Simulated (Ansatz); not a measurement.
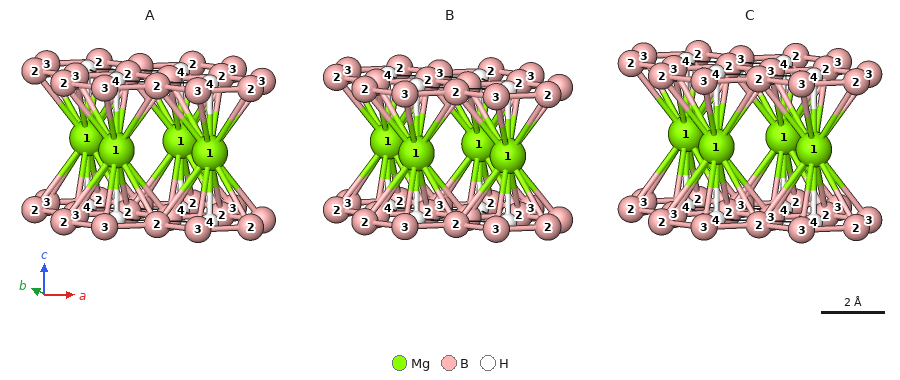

3 geometries from one relaxation of solid MgB$_{2}$H (a generated structure, set up in P6/mmm) (coarse preliminary run), in shuffled order. Style: ball-and-stick. Shown: the cell of the calculation, slightly off an axis.

Theory: Ansatz 0.2.0, DFT PBE, scalar-relativistic, plane waves, PAW. Set-up: plane-wave cutoff 420 eV; k-point mesh 6 × 6 × 4; occupations gaussian; smearing width 0.1 eV; no spin polarisation; cell and atoms relaxed; force threshold 0.04 eV/Å; at most 70 steps.

**Put them in the order of the run, from the start to the converged end.**

C, A, B. They are steps 0, 1, 4, at +0.531 eV per cell of the calculation, +79.3 meV per cell of the calculation relative to the last. The energy falls by 0.531 eV per cell of the calculation in 3 accepted moves (4 points after the start). All forces vanish by symmetry, so only the cell relaxes. Pressure: −17.87 GPa at the start and −0.16 GPa at the end. At 1 point the geometry stayed and the basis and grid were re-selected for the new cell (energy shift of 4.6 meV per cell of the calculation at most each time). The atoms keep their places relative to the cell (all moves are under 0.005 Å). Cell: a = b 3.201 → 3.007 Å (−6.1 %), c 4.723 → 4.293 Å (−9.1 %). Volume −19.8 %. Among the contacts that change: Mg1–B2 2.999 → 2.760 Å, Mg1–H4 2.361 → 2.146 Å, B2–B3 1.848 → 1.736 Å. The space group stays P6/mmm (No. 191). Cost: 3.9 s on 1 thread of Intel(R) Xeon(R) Platinum 8488C (Sapphire Rapids) (shared host), peak memory 0.36 GiB.
